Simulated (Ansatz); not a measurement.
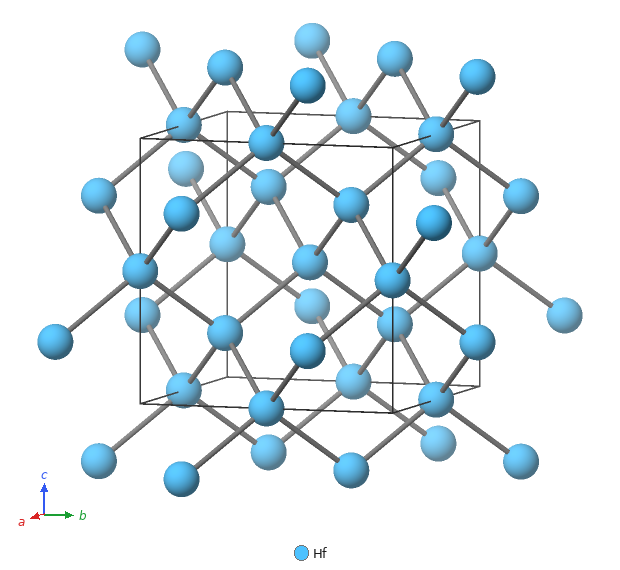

Hf (space group Fd-3m, No. 227): coordinates from a relaxation with DFT, PBE, PAW with Ansatz's default frozen-core files, scalar-relativistic in Ansatz 0.2.0; the starting structure was generated, so it need not be a known form of this composition.

Bonds are taken as Hf–Hf below 3.2 Å; no other contact counts. The graph is simplified in the usual way: terminal and isolated atoms are pruned, two-connected atoms become edges.

Q: What kind of net remains, and which atoms are its nodes?

A: A uninodal 4-connected, three-periodic net: Hf is a 4-connected node.

Q: Does the net have a name?

A: It is the dia net, known from diamond, zinc blende and cristobalite.

Q: Is the net interpenetrated?

A: It is a single net, without interpenetration.

Q: Give the point symbol of each node (shortest cycle at each angle).

A: Hf: 6⁶.

Q: Give the first five terms of the coordination sequence (nodes one, two, three … edges away).

A: Hf: 4, 12, 24, 42, 64.

The simplified net, drawn on the atoms' positions. Nodes are coloured by element. Short stubs are edges that leave the cut-out.

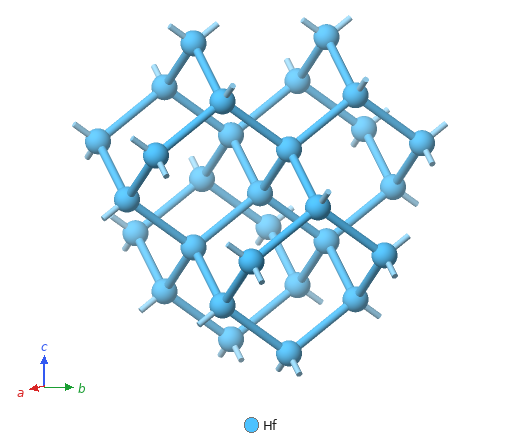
